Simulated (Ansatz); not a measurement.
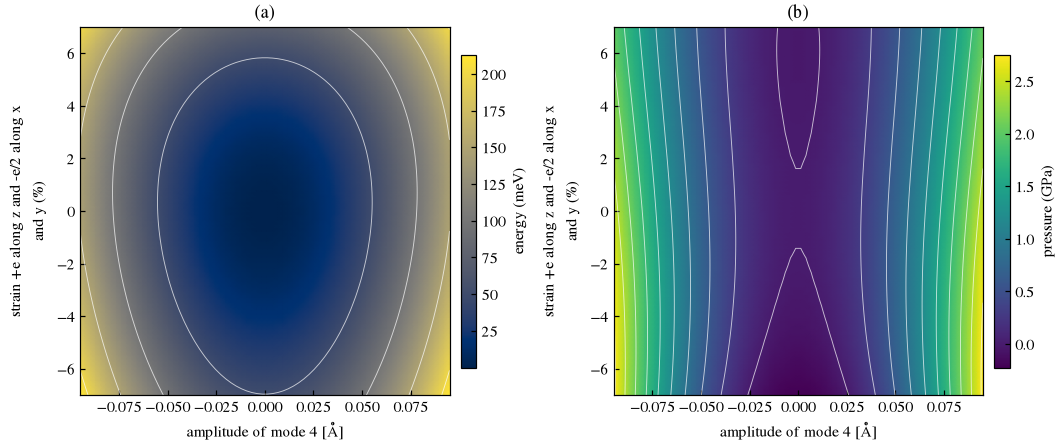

AlN (F-43m, No. 216; 2 atoms in the cell). The energy is mapped over a normal mode and a strain (zone-centre modes of the 2-atom cell of this scan). Coordinates scanned: (1) amplitude of mode 4 (649 cm⁻¹), largest displacement in the unstrained cell; (2) strain +e along z and -e/2 along x and y. Nothing is relaxed (the pattern is fixed in fractional coordinates). The grid has 11 × 7 points; 42 points were computed and 35 follow by symmetry. Points are written as (first, second). Energies are in meV per cell, from the lowest grid point. Computed with DFT PBEsol, scalar-relativistic, plane waves, PAW (Ansatz 0.2.0). Settings: cutoff 520 eV, k-mesh 10×10×10, gaussian smearing 0.05 eV, no spin polarisation.

Panel (a) is the energy; panel (b) is the computed pressure, in GPa.

The picture shows a smooth colour map with a few white contour lines. Between grid points the surface is interpolated.

How does the pressure vary over the map, and what is it at the lowest grid point?

Answer. It runs from −0.22 GPa at (0.000 Å, −7.00 %) to 2.75 GPa at (−0.095 Å, −7.00 %). At the lowest grid point, (0.000 Å, 0.00 %), it is 0.01 GPa.

| second ↓, first → | −0.095 | −0.076 | −0.057 | −0.038 | −0.019 | 0.000 | 0.019 | 0.038 | 0.057 | 0.076 | 0.095 |
| --- | --- | --- | --- | --- | --- | --- | --- | --- | --- | --- | --- |
| 7.00 | 2.03 | 1.29 | 0.72 | 0.31 | 0.06 | −0.03 | 0.06 | 0.31 | 0.72 | 1.29 | 2.03 |
| 4.67 | 2.18 | 1.39 | 0.77 | 0.33 | 0.06 | −0.03 | 0.06 | 0.33 | 0.77 | 1.39 | 2.18 |
| 2.33 | 2.35 | 1.51 | 0.85 | 0.37 | 0.09 | −0.01 | 0.09 | 0.37 | 0.85 | 1.51 | 2.35 |
| 0.00 | 2.51 | 1.62 | 0.91 | 0.41 | 0.11 | 0.01 | 0.11 | 0.41 | 0.91 | 1.62 | 2.51 |
| −2.33 | 2.65 | 1.70 | 0.95 | 0.42 | 0.09 | −0.01 | 0.09 | 0.42 | 0.95 | 1.70 | 2.65 |
| −4.67 | 2.74 | 1.73 | 0.94 | 0.37 | 0.03 | −0.08 | 0.03 | 0.37 | 0.94 | 1.73 | 2.74 |
| −7.00 | 2.75 | 1.69 | 0.85 | 0.26 | −0.10 | −0.22 | −0.10 | 0.26 | 0.85 | 1.69 | 2.75 |

PAW datasets: the set soft_1.
